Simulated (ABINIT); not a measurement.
# PtSe2: positron calculation (part 2 of 2)

Continued. System: PtSe2 (P-3m1, 3 atoms in the cell). Method: Kohn-Sham DFT of a periodic cell, LDA, JTH PAW LDA v2.0, no spin polarisation (ABINIT 10.8.3); cutoff 408.17 eV, 6×6×4 k-mesh, fermi-dirac of 0.05 eV. The structure derives from an entry of the Crystallography Open Database.

Geometry of the input (Å; fractional positions):
```
3.7240  0.0000  0.0000
-1.8620  3.2251  0.0000
0.0000  0.0000  5.0620
Pt 0.0000  0.0000  0.0000
Se 0.6667  0.3333  0.7500
Se 0.3333  0.6667  0.2500
```

## Output, continued
```
--- !EnergyTerms
iteration_state     : {dtset: 1, }
comment             : Components of total free energy in Hartree
kinetic             :  1.47944835294160E+01
hartree             :  8.14376764751912E+00
xc                  : -1.55377867826867E+01
Ewald energy        : -4.30911328099720E+01
psp_core            :  4.94147424670131E+00
local_psp           : -2.51460085254311E+01
PAW spherical_terms :  9.31526447795133E+00
internal            : -4.65799382165021E+01
'-kT*entropy'       : -2.93075300147516E-04
total_energy        : -4.65802312918022E+01
total_energy_eV     : -1.26751266510836E+03
...

--- !EnergyTermsDC
iteration_state     : {dtset: 1, }
comment             : '"Double-counting" decomposition of free energy'
band_energy         : -1.91693361530090E+00
Ewald energy        : -4.30911328099720E+01
psp_core            :  4.94147424670131E+00
xc_dc               : -1.30023286644145E+01
PAW spherical_terms :  6.48897676649016E+00
internal            : -4.65799440764959E+01
'-kT*entropy'       : -2.93075300147516E-04
total_energy_dc     : -4.65802371517961E+01
total_energy_dc_eV  : -1.26751282456692E+03
...

--- !EnergyTermsWithPAWCore
iteration_state     : {dtset: 1, }
comment             : 'Components of total free energy, including PAW core contributions'
Total energy        : -2.32574433804171E+04
Total energy DC     : -2.32574433862771E+04
Total energy (eV)   : -6.32867274918563E+05
Total energy DC (eV): -6.32867275078021E+05
...

 Cartesian components of stress tensor (hartree/bohr^3)
  sigma(1 1)= -1.35806206E-05  sigma(3 2)=  0.00000000E+00
  sigma(2 2)= -1.35806207E-05  sigma(3 1)=  0.00000000E+00
  sigma(3 3)=  3.01673188E-05  sigma(2 1)=  9.87031146E-14

-Cartesian components of stress tensor (GPa)         [Pressure= -2.9481E-02 GPa]
- sigma(1 1)= -3.99555653E-01  sigma(3 2)=  0.00000000E+00
- sigma(2 2)= -3.99555657E-01  sigma(3 1)=  0.00000000E+00
- sigma(3 3)=  8.87553161E-01  sigma(2 1)=  2.90394589E-09

================================================================================
== DATASET  2 ==================================================================

--- !DatasetInfo
iteration_state: {dtset: 2, }
dimensions: {natom: 3, nkpt: 1, mband: 1, nsppol: 1, nspinor: 1, nspden: 1, mpw: 567, }
cutoff_energies: {ecut:  15.0, pawecutdg:  30.0, }
electrons: {nelect:   1.00000000E+00, charge:   0.00000000E+00, occopt:   2.00000000E+00, tsmear:   1.00000000E-02, }
meta: {optdriver: 0, ionmov: 0, optcell: 0, iscf: 17, paral_kgb: 0, }
...

 mkfilename : getden/=0, take file _DEN from output of DATASET   1.

 Exchange-correlation functional for the present dataset will be:
  LDA: Perdew-Wang 92 LSD fit to Ceperley-Alder data - ixc=7
  J.P.Perdew and Y.Wang, PRB 45, 13244 (1992)

 Real(R)+Recip(G) space primitive vectors, cartesian coordinates (Bohr,Bohr^-1):
 R(1)=  7.0373401  0.0000000  0.0000000  G(1)=  0.1420991  0.0820410  0.0000000
 R(2)= -3.5186700  6.0945153  0.0000000  G(2)=  0.0000000  0.1640820  0.0000000
 R(3)=  0.0000000  0.0000000  9.5657936  G(3)=  0.0000000  0.0000000  0.1045392
 Unit cell volume ucvol=  4.1026901E+02 bohr^3
 Angles (23,13,12)=  9.00000000E+01  9.00000000E+01  1.20000000E+02 degrees

 Coarse grid specifications (used for wave-functions):

 getcut: wavevector=  0.0000  0.0000  0.0000  ngfft=  27  27  36
         ecut(hartree)=     15.000   => boxcut(ratio)=   2.12120

 Fine grid specifications (used for densities):

 getcut: wavevector=  0.0000  0.0000  0.0000  ngfft=  36  36  48
         ecut(hartree)=     30.000   => boxcut(ratio)=   2.03514

--- Pseudopotential description ------------------------------------------------
- pspini: atom type   1  psp file is ./Pt.LDA_PW-JTH.xml
 Pseudopotential format is: paw10
 basis_size (lnmax)=  6 (lmn_size= 18), orbitals=   0   0   1   1   2   2
 Spheres core radius: rc_sph= 2.51621648
 Shapefunction is SIN type: shapef(r)=[sin(pi*r/rshp)/(pi*r/rshp)]**2
 Radius for shape functions =  2.25451594
 Compensation charge density is not taken into account in XC energy/potential

- pspini: atom type   2  psp file is ./Se.LDA_PW-JTH.xml
 Pseudopotential format is: paw10
 basis_size (lnmax)=  4 (lmn_size=  8), orbitals=   0   0   1   1
 Spheres core radius: rc_sph= 2.21132333
 Shapefunction is BESSEL type: shapef(r,l)=aa(1,l)*jl(q(1,l)*r)+aa(2,l)*jl(q(2,l)*r)
 Radius for shape functions =  2.00656599
 Compensation charge density is not taken into account in XC energy/potential

--------------------------------------------------------------------------------

================================================================================

--- !BeginCycle
iteration_state: {dtset: 2, }
solver: {iscf: 17, nstep: 80, nline: 4, wfoptalg: 10, }
tolerances: {toldfe: 1.00E-09, }
...

     iter   Etot(hartree)      deltaE(h)  residm     nres2
 ETOT  1  -46.288919448822    -4.629E+01 5.111E-01 3.220E-01
 ETOT  2  -46.762213160033    -4.733E-01 5.658E-01 3.347E-01
 ETOT  3  -46.899397515909    -1.372E-01 1.569E-01 1.817E-01
 ETOT  4  -46.916738658558    -1.734E-02 1.779E-02 1.061E-01
 ETOT  5  -46.919103306918    -2.365E-03 4.885E-03 2.922E-02
 ETOT  6  -46.919663197492    -5.599E-04 2.019E-03 8.758E-03
 ETOT  7  -46.919916745821    -2.535E-04 1.399E-03 3.371E-04
 ETOT  8  -46.920086622050    -1.699E-04 9.863E-04 1.764E-04
 ETOT  9  -46.920203517252    -1.169E-04 7.141E-04 1.275E-05
 ETOT 10  -46.920283949517    -8.043E-05 4.697E-04 1.095E-05
 ETOT 11  -46.920340757469    -5.681E-05 3.274E-04 1.996E-06
 ETOT 12  -46.920381385877    -4.063E-05 2.166E-04 8.102E-07
 ETOT 13  -46.920411535750    -3.015E-05 1.606E-04 2.798E-07
 ETOT 14  -46.920434121943    -2.259E-05 1.183E-04 7.975E-08
 ETOT 15  -46.920451226186    -1.710E-05 9.038E-05 1.474E-07
 ETOT 16  -46.920464197926    -1.297E-05 6.788E-05 4.075E-07
 ETOT 17  -46.920474067622    -9.870E-06 5.261E-05 2.670E-07
 ETOT 18  -46.920481576843    -7.509E-06 3.926E-05 5.968E-07
 ETOT 19  -46.920487299977    -5.723E-06 3.078E-05 7.354E-07
 ETOT 20  -46.920491662050    -4.362E-06 2.276E-05 6.870E-07
 ETOT 21  -46.920494985669    -3.324E-06 1.800E-05 1.179E-06
 ETOT 22  -46.920497518137    -2.532E-06 1.321E-05 2.171E-06
 ETOT 23  -46.920499444146    -1.926E-06 1.052E-05 4.585E-06
 ETOT 24  -46.920500917089    -1.473E-06 7.676E-06 5.637E-06
 ETOT 25  -46.920502040681    -1.124E-06 6.136E-06 7.012E-06
 ETOT 26  -46.920502895832    -8.552E-07 4.460E-06 8.134E-06
 ETOT 27  -46.920503557135    -6.613E-07 3.578E-06 3.454E-06
 ETOT 28  -46.920504055525    -4.984E-07 2.592E-06 4.091E-06
 ETOT 29  -46.920504440829    -3.853E-07 2.085E-06 2.065E-06
 ETOT 30  -46.920504748012    -3.072E-07 1.506E-06 7.199E-08
 ETOT 31  -46.920504979313    -2.313E-07 1.214E-06 2.969E-07
 ETOT 32  -46.920505141543    -1.622E-07 8.752E-07 4.298E-10
 ETOT 33  -46.920505271909    -1.304E-07 7.074E-07 3.003E-09
 ETOT 34  -46.920505369344    -9.743E-08 5.086E-07 2.615E-10
 ETOT 35  -46.920505444532    -7.519E-08 4.120E-07 2.467E-10
 ETOT 36  -46.920505501572    -5.704E-08 2.956E-07 1.442E-09
 ETOT 37  -46.920505544826    -4.325E-08 2.400E-07 5.975E-09
 ETOT 38  -46.920505578742    -3.392E-08 1.718E-07 1.612E-09
 ETOT 39  -46.920505604719    -2.598E-08 1.399E-07 1.081E-10
 ETOT 40  -46.920505623289    -1.857E-08 9.987E-08 5.537E-09
 ETOT 41  -46.920505638247    -1.496E-08 8.159E-08 4.866E-09
 ETOT 42  -46.920505649510    -1.126E-08 5.808E-08 5.834E-09
 ETOT 43  -46.920505658185    -8.675E-09 4.761E-08 6.065E-09
 ETOT 44  -46.920505664967    -6.782E-09 3.379E-08 4.559E-09
 ETOT 45  -46.920505670365    -5.398E-09 2.780E-08 2.263E-09
 ETOT 46  -46.920505673990    -3.626E-09 1.967E-08 4.287E-09
 ETOT 47  -46.920505677258    -3.268E-09 1.624E-08 1.768E-09
 ETOT 48  -46.920505679785    -2.527E-09 1.146E-08 4.483E-10
 ETOT 49  -46.920505681974    -2.189E-09 9.497E-09 1.548E-10
 ETOT 50  -46.920505682882    -9.084E-10 6.676E-09 3.348E-10
 ETOT 51  -46.920505684137    -1.254E-09 5.557E-09 1.864E-12
 ETOT 52  -46.920505684885    -7.479E-10 3.893E-09 1.458E-11
 ETOT 53  -46.920505685521    -6.359E-10 3.253E-09 3.744E-12

 At SCF step   53, etot is converged :
  for the second time, diff in etot=  6.359E-10 < toldfe=  1.000E-09

--- !ResultsGS
iteration_state: {dtset: 2, }
comment   : Summary of ground state results
lattice_vectors:
- [  7.0373401,   0.0000000,   0.0000000, ]
- [ -3.5186700,   6.0945153,   0.0000000, ]
- [  0.0000000,   0.0000000,   9.5657936, ]
lattice_lengths: [   7.03734,    7.03734,    9.56579, ]
lattice_angles: [ 90.000,  90.000, 120.000, ] # degrees, (23, 13, 12)
lattice_volume:   4.1026901E+02
convergence: {deltae: -6.359E-10, res2:  3.744E-12, residm:  3.253E-09, diffor:  0.000E+00, }
etotal    :  -4.69205057E+01
entropy   :   0.00000000E+00
fermie    :  -3.40268677E-01
cartesian_stress_tensor: null
pressure_GPa: null
xred      :
- [  0.0000E+00,   0.0000E+00,   0.0000E+00, Pt]
- [  6.6667E-01,   3.3333E-01,   7.5000E-01, Se]
- [  3.3333E-01,   6.6667E-01,   2.5000E-01, Se]
cartesian_forces: null
force_length_stats: {min: null, max: null, mean: null, }
...

 Integrated electronic density in atomic spheres:
 ------------------------------------------------
 Atom  Sphere_radius  Integrated_density
    1        2.51622          0.01743111
    2        2.21132          0.03283195
    3        2.21132          0.03283195

--------------------------------------------------------------------------------
 Results for electron-positron annihilation:

2 computations of positron lifetime have been performed (with different enhancement factors).

########## Lifetime computation 1

 # Zero-positron density limit of Arponen and Pajanne provided by Boronski & Nieminen
   + GGA corrections
   Ref.: Boronski and R.M. Nieminen, Phys. Rev. B 34, 3820 (1986)
         B. Barbiellini, M.J. Puska, T. Torsti and R.M.Nieminen, Phys. Rev. B 51, 7341 (1995)
 # Enhancement factor of Boronski & Nieminen
   Ref.: Boronski and R.M. Nieminen, Phys. Rev. B 34, 3820 (1986)

 Positron lifetime                         (ps)   =  2.54329320E+02
 Positron lifetime with IPM for core elec. (ps)   =  2.57853226E+02
 Annihilation rate                         (ns-1) =  3.93191002E+00
 Annihilation rate with IPM for core elec. (ns-1) =  3.87817526E+00

 Annihilation rate core/valence decomposition:
   Core    contribution to ann.rate          (ns-1) =  2.94804772E-01
   Valence contribution to ann.rate          (ns-1) =  3.63710524E+00
   Core    contribution to ann.rate with IPM (ns-1) =  2.23838731E-01
   Valence contribution to ann.rate with IPM (ns-1) =  3.65433653E+00

 Annihilation rate PAW decomposition:
   Plane-wave contribution to ann.rate          (ns-1) =  3.82919786E+00
   Plane-wave valence contribution to ann.rate  (ns-1) =  3.67115000E+00
   On-site core contribution to ann.rate        (ns-1) =  1.36756919E-01
   On-site valence contribution to ann.rate     (ns-1) = -3.40447602E-02
   Plane-wave contribution to ann.rate with IPM (ns-1) =  3.76621557E+00
   Plane-wave core contrb. to ann.rate with IPM (ns-1) =  7.54015827E-02

########## Lifetime computation 2

 # Zero-positron density limit of Arponen and Pajanne provided by Boronski & Nieminen
   + GGA corrections
   Ref.: Boronski and R.M. Nieminen, Phys. Rev. B 34, 3820 (1986)
         B. Barbiellini, M.J. Puska, T. Torsti and R.M.Nieminen, Phys. Rev. B 51, 7341 (1995)
 # Enhancement factor of Boronski & Nieminen IN THE RPA LIMIT
   Ref.: Boronski and R.M. Nieminen, Phys. Rev. B 34, 3820 (1986)

 Positron lifetime                         (ps)   =  2.20673703E+02
 Positron lifetime with IPM for core elec. (ps)   =  2.23300087E+02
 Annihilation rate                         (ns-1) =  4.53157755E+00
 Annihilation rate with IPM for core elec. (ns-1) =  4.47827861E+00

 Annihilation rate core/valence decomposition:
   Core    contribution to ann.rate          (ns-1) =  2.95980504E-01
   Valence contribution to ann.rate          (ns-1) =  4.23559705E+00
   Core    contribution to ann.rate with IPM (ns-1) =  2.23838731E-01
   Valence contribution to ann.rate with IPM (ns-1) =  4.25443987E+00

 Annihilation rate PAW decomposition:
   Plane-wave contribution to ann.rate          (ns-1) =  4.42893380E+00
   Plane-wave valence contribution to ann.rate  (ns-1) =  4.26969446E+00
   On-site core contribution to ann.rate        (ns-1) =  1.36741170E-01
   On-site valence contribution to ann.rate     (ns-1) = -3.40974153E-02
   Plane-wave contribution to ann.rate with IPM (ns-1) =  4.36638797E+00
   Plane-wave core contrb. to ann.rate with IPM (ns-1) =  7.54015827E-02

      (*) IPM=Independent particle Model

================================================================================

 ----iterations are completed or convergence reached----

 Mean square residual over all n,k,spin=   32.527E-10; max=  32.527E-10
 reduced coordinates (array xred) for    3 atoms
       0.000000000000      0.000000000000      0.000000000000
       0.666666666667      0.333333333333      0.750000000000
       0.333333333333      0.666666666667      0.250000000000
 rms dE/dt=  0.0000E+00; max dE/dt=  0.0000E+00; dE/dt below (all hartree)
    1       0.000000000000      0.000000000000      0.000000000000
    2       0.000000000000      0.000000000000      0.000000000000
    3       0.000000000000      0.000000000000      0.000000000000

 cartesian coordinates (angstrom) at end:
    1      0.00000000000000     0.00000000000000     0.00000000000000
    2      1.86199999872629     1.07502620050694     3.79649999744201
    3     -0.00000000001764     2.15005240101387     1.26549999914734
 length scales=  1.000000000000  1.000000000000  1.000000000000 bohr
              =  0.529177210544  0.529177210544  0.529177210544 angstroms
 Fermi (or HOMO) energy (hartree) =  -0.34027   Average Vxc (hartree)=  -0.30660
 Eigenvalues (hartree) for nkpt=   1  k points:
 kpt#   1, nband=  1, wtk=  1.00000, kpt=  0.0000  0.0000  0.0000 (reduced coord)
  -0.34027

--- !EnergyTerms
iteration_state     : {dtset: 2, }
comment             : Components of total free energy in Hartree
kinetic             :  1.30883809695007E-01
local_psp           : -9.31016650673820E-01
PAW spherical_terms :  1.65697526157978E-03
positronic          : -7.98475865717238E-01
electronic          : -4.65802371517961E+01
electron_positron_interaction:  4.58208284561154E-01
total_energy        : -4.69205047329521E+01
total_energy_eV     : -1.27677197714474E+03
...

--- !EnergyTermsDC
iteration_state     : {dtset: 2, }
comment             : '"Double-counting" decomposition of free energy'
band_energy         : -3.40268676996035E-01
PAW spherical_terms :  0.00000000000000E+00
electron_positron_dc: -4.58208141289742E-01
positronic          : -7.98476818285780E-01
electronic          : -4.65802371517961E+01
electron_positron_interaction:  4.58208284561154E-01
total_energy_dc     : -4.69205056855207E+01
total_energy_dc_eV  : -1.27677200306545E+03
...

== END DATASET(S) ==============================================================
================================================================================

 -outvars: echo values of variables after computation  --------
            acell      1.0000000000E+00  1.0000000000E+00  1.0000000000E+00 Bohr
           etotal1    -4.6580237152E+01
           etotal2    -4.6920505686E+01
            fcart1    -0.0000000000E+00 -0.0000000000E+00 -0.0000000000E+00
                       2.8696693525E-29  1.7120311856E-28 -5.1490250656E-03
                      -2.8696693525E-29 -1.7120311856E-28  5.1490250656E-03
            fcart2     9.9999999999E+99  9.9999999999E+99  9.9999999999E+99
                       9.9999999999E+99  9.9999999999E+99  9.9999999999E+99
                       9.9999999999E+99  9.9999999999E+99  9.9999999999E+99
            rprim      7.0373400881E+00  0.0000000000E+00  0.0000000000E+00
                      -3.5186700441E+00  6.0945152914E+00  0.0000000000E+00
                       0.0000000000E+00  0.0000000000E+00  9.5657936429E+00
           strten1    -1.3580620608E-05 -1.3580620745E-05  3.0167318771E-05
                       0.0000000000E+00  0.0000000000E+00  9.8703114581E-14
           strten2     9.9999999999E+99  9.9999999999E+99  9.9999999999E+99
                       9.9999999999E+99  9.9999999999E+99  9.9999999999E+99
           xangst      0.0000000000E+00  0.0000000000E+00  0.0000000000E+00
                       1.8619999987E+00  1.0750262005E+00  3.7964999974E+00
                      -1.7639232385E-11  2.1500524010E+00  1.2654999991E+00
             xred      0.0000000000E+00  0.0000000000E+00  0.0000000000E+00
                       6.6666666667E-01  3.3333333333E-01  7.5000000000E-01
                       3.3333333333E-01  6.6666666667E-01  2.5000000000E-01
 Calculation completed.
```

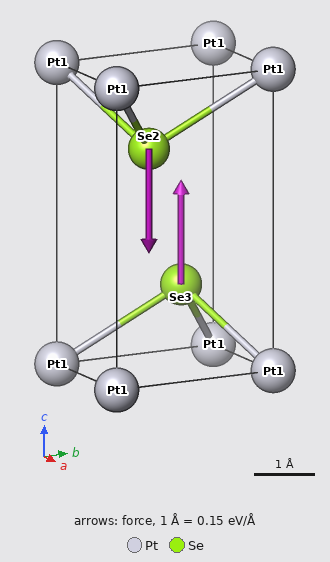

**Figure 1.** Forces on the atoms as pink arrows (ball-and-stick view of the cell of the calculation, seen slightly off an axis; atoms are numbered from 1 in the order of the input). The largest act on Se2, Se3 (0.26 eV/Å). The geometry is not a stationary point of this energy.

## Key numbers

| quantity | value |
| --- | --- |
| outcome | converged |
| space group (tolerance 0.01 Å) | P-3m1 (164) |
| electrons treated | 22 |
| free energy | −1267.5128 eV |
| positron lifetime (one of the program's estimates) | 220.7 ps |
| Fermi energy | 3.586 eV |
| gap on the k-point mesh | none (metallic) |
| pressure | −0.03 GPa |
| largest force (length of the vector) | 0.265 eV/Å |
| hardware | 1 thread of Intel Xeon @ 2.70GHz, 189 GiB of memory available, shared host |
| wall time | 27 s |
| peak memory | 0.09 GiB |

## Remarks

Points of doubt noted for this run: cutoff too low for stress; PAW basis incomplete for positron. Spin–orbit coupling is left out, which matters for Pt.
